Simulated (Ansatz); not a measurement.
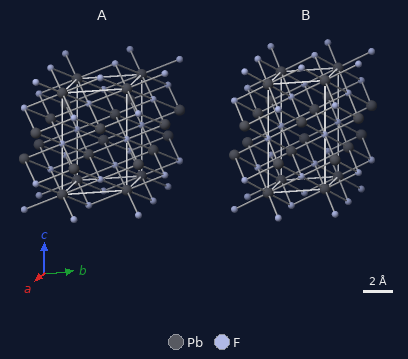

Two geometries of crystalline PbF (a generated structure, set up in R-3m) (coarse preliminary run), drawn at one scale. One is the start of a relaxation, the other its converged end. Style: ball-and-stick. Shown: the conventional cell (3 times the calculation's cell), slightly off an axis. Lengths and directions refer to the drawn axes.

Method: Ansatz, DFT PBE, scalar-relativistic, plane waves, PAW. Set-up: plane-wave cutoff 420 eV; k-point mesh 6 × 6 × 6; occupations gaussian; smearing width 0.1 eV; no spin polarisation; cell and atoms relaxed; force threshold 0.04 eV/Å; at most 70 steps.

Which geometry has the lower energy?

Answer. Structure B is the relaxed one. No atom moves by more than 0.005 Å relative to the cell. The drawn cell changes as follows: a = b 4.820 → 4.252 Å (−11.8 %), c 7.422 → 7.934 Å (+6.9 %); the volume changes by −16.8 %. Some distances before and after: F–Pb 3.045 → 2.788 Å. The space group stays R-3m (No. 166). After 4 accepted moves (5 points after the start) the energy has fallen by 0.369 eV per cell of the calculation. All forces vanish by symmetry, so only the cell relaxes. The pressure goes from −6.88 to −0.17 GPa. The SCF was repeated once at an unchanged geometry on a basis and grid sized afresh for the cell, which shifted the energy by 0.4 meV per cell of the calculation at most.
